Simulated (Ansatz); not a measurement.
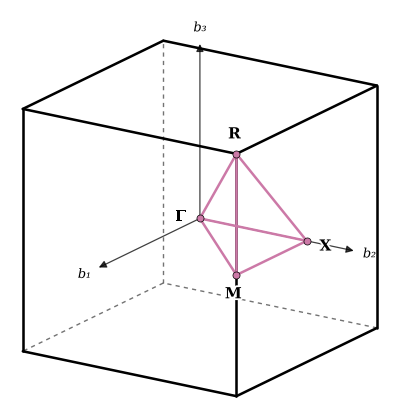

For Rh, the input geometry of an electronic-structure calculation (not necessarily at equilibrium); the starting structure was generated, so it need not be a known form of this composition: the first Brillouin zone and its special points. Symmetry computed with spglib at a tolerance of 0.002 Å; standard conventional cell.

Space group No. 223, Pm-3n; a = 4.976 Å, b = 4.976 Å, c = 4.976 Å, α = 90.00°, β = 90.00°, γ = 90.00°.

Labels and path follow the convention of Hinuma et al. (2017), as computed by seekpath; the arrows show the directions of the reciprocal primitive vectors b₁, b₂, b₃, in which coordinates are given; lengths include the factor 2π.

List the special points with their coordinates and distances from Γ.

Answer.
```json
{"point": "Γ", "k₁": "0", "k₂": "0", "k₃": "0", "length of k (1/Å)": "0.000"}
{"point": "R", "k₁": "1/2", "k₂": "1/2", "k₃": "1/2", "length of k (1/Å)": "1.094"}
{"point": "M", "k₁": "1/2", "k₂": "1/2", "k₃": "0", "length of k (1/Å)": "0.893"}
{"point": "X", "k₁": "0", "k₂": "1/2", "k₃": "0", "length of k (1/Å)": "0.631"}
```

What is the zone's volume?

Answer. (2π)³ over the primitive cell's volume of 123.18 Å³: 2.01 Å⁻³.
